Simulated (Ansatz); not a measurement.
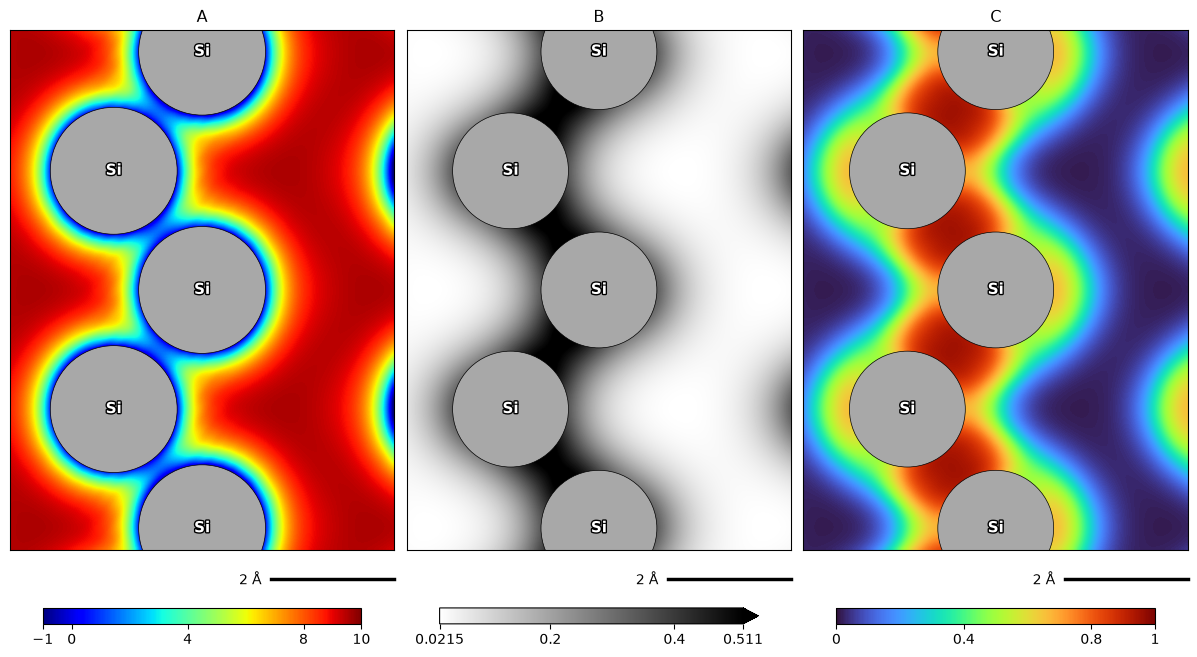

Si: 3 fields on the (100) plane of the conventional cell, with unlabelled colour scales. Grey discs cover the atomic cores.

Space group C2/c; changed on purpose from its base cell (mode 4 frozen in at -0.024 Å, equal normal strain along x and y +0.0267); not relaxed (largest force 0.6 eV/Å); computed pressure about −4 GPa in this cell.

Level of theory: DFT LDA, scalar-relativistic, plane waves, PAW in Ansatz.

Question: Which field does each panel show? The fields are: electron localisation function, electrostatic potential energy of an electron and valence pseudo-density.

Answer: Panel A: electrostatic potential energy of an electron (low next to the atoms, rising into the space between them). Panel B: valence pseudo-density. Panel C: electron localisation function. From the grid: Si–Si (2.41 Å): the density is about 0.52 e/Å³ at the midpoint; the ELF peaks at about 0.95 between the atoms (a covalent bond).
